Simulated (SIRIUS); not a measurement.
**ZrN: 7 runs along one coordinate**

System: ZrN (Fm-3m, 2 atoms in the cell).
Method: Kohn-Sham DFT of a periodic cell, PBEsol, dojo-sr-pbesol-0.4.1-standard, no spin polarisation (SIRIUS 7.10.0).

The 7 runs differ only in the geometry, by an even scaling of the cell at fixed fractional positions. The structure derives from an entry of the Crystallography Open Database.

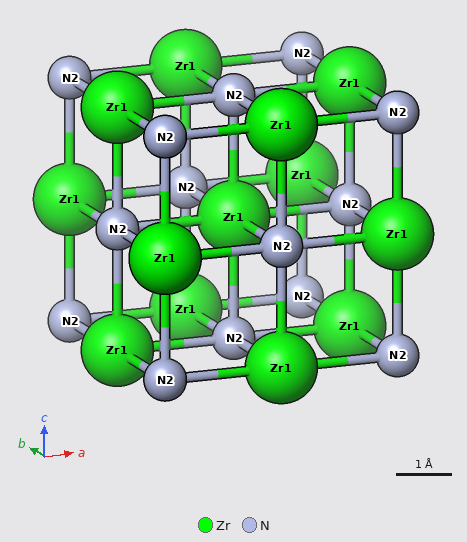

Figure 1. The structure of run 4 (ball-and-stick view of the cell 4 times as large as that of the calculation, set on its symmetry axes, seen slightly off an axis; atoms are numbered from 1 in the order of the input).

**Input of run 4**
```
{
  "control": {
    "processing_unit": "cpu",
    "verbosity": 2,
    "num_bands_to_print": 16,
    "print_forces": true,
    "print_stress": true
  },
  "parameters": {
    "electronic_structure_method": "pseudopotential",
    "xc_functionals": ["XC_GGA_X_PBE_SOL", "XC_GGA_C_PBE_SOL"],
    "gk_cutoff": 9.2,
    "pw_cutoff": 18.4,
    "ngridk": [10, 10, 10],
    "shiftk": [0, 0, 0],
    "smearing": "fermi_dirac",
    "smearing_width": 0.0018374661,
    "num_bands": 16,
    "num_mag_dims": 0,
    "num_dft_iter": 100,
    "energy_tol": 1e-08,
    "density_tol": 1e-06
  },
  "iterative_solver": {
    "type": "davidson",
    "min_tolerance": 1e-09,
    "tolerance_scale": [0.1, 0.25]
  },
  "mixer": {
    "type": "anderson",
    "beta": 0.7,
    "max_history": 8
  },
  "settings": {
    "tol_ne": 1e-10,
    "pseudo_grid_cutoff": 6.5
  },
  "unit_cell": {
    "lattice_vectors": [
      [0.0, 4.346370086639, 4.346370086639],
      [4.346370086639, 0.0, 4.346370086639],
      [4.346370086639, 4.346370086639, 0.0]
    ],
    "atom_coordinate_units": "lattice",
    "atom_types": ["Zr", "N"],
    "atom_files": {
      "N": "N.json",
      "Zr": "Zr.json"
    },
    "atoms": {
      "Zr": [
        [0.5, 0.5, 0.5]
      ],
      "N": [
        [0.0, 0.0, 0.0]
      ]
    }
  }
}
```

Command:
```bash
upf_to_json N.upf
upf_to_json Zr.upf
OMP_NUM_THREADS=1 sirius.scf --input=sirius.json --output=out.json --task=0
```

Run 2 has the same physical settings and fractional positions; its lattice vectors (Å) are:
```
   0.000000    2.268915    2.268915
   2.268915    0.000000    2.268915
   2.268915    2.268915    0.000000
```

**Results, with one run withheld**

```tsv
run	volume per atom (Å³)	free energy per atom, from the lowest run given (meV)	pressure (GPa)
1	11.437	9.17	9.08
2	11.680	?	?
3	11.924	0.00	−2.64
4	12.167	7.83	−7.60
5	12.410	22.81	−12.06
6	12.654	44.18	−16.04
7	12.897	71.29	−19.61
```

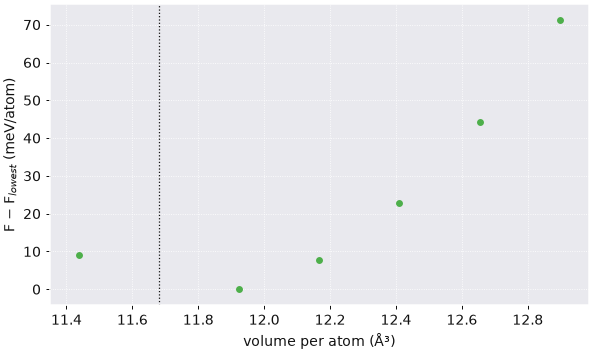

Figure 2. Free energy per atom of the runs given; the dotted line marks run 2.

Fit the runs given and predict run 2.

A cubic polynomial in V^(−2/3) (the Birch–Murnaghan form), fitted to the 6 runs given, misses them by at most 0.03 meV per atom. With x = V^(−2/3) − 0.18836 Å⁻², it reads F = 11.197 − 5375 x + 5.9054e+05 x² + 5.3576e+05 x³ (meV per atom). At run 2 it gives 0.14 meV per atom, and the run itself gives 0.14. The slope of the fit gives a pressure −dF/dV of 2.92 GPa there, and the run prints 2.90 GPa. The fit has its minimum at 11.805 Å³ per atom, where V d²F/dV² gives 268 GPa: the bulk modulus at this level, since symmetry fixes the shape and the positions.

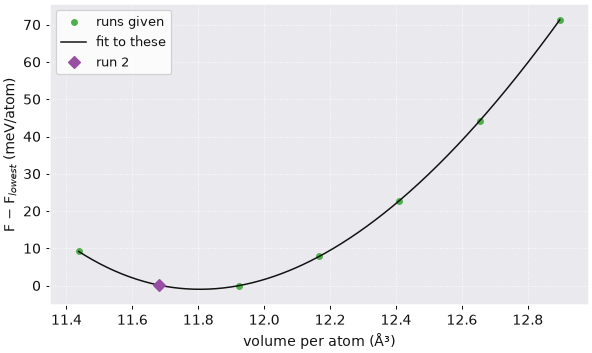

Figure 3. The fit and the withheld run.

**Some lines of the output (run 2)**
```
[...]
[find] Efermi                         :       0.67128831
[find] Total energy                   :     -61.07490759 (Ha),    -122.14981518 (Ry)
[find] Free energy (E-TS)             :     -61.07512852 (Ha),    -122.15025704 (Ry)
[find] Efermi                         :       0.67130353
[find] Total energy                   :     -61.07490776 (Ha),    -122.14981553 (Ry)
[find] Free energy (E-TS)             :     -61.07512859 (Ha),    -122.15025718 (Ry)
[find] Efermi                         :       0.67134795
[find] Total energy                   :     -61.07490776 (Ha),    -122.14981552 (Ry)
[find] Free energy (E-TS)             :     -61.07512859 (Ha),    -122.15025719 (Ry)
[find] Efermi                         :       0.67134364
[find] Total energy                   :     -61.07490777 (Ha),    -122.14981553 (Ry)
[find] Free energy (E-TS)             :     -61.07512860 (Ha),    -122.15025719 (Ry)
[find] Efermi                         :       0.67133841
[find] Efermi                         :       0.67133801
```

Notes: The cell holds an odd number of electrons but the run has no spin polarisation, so it comes out as a metal.
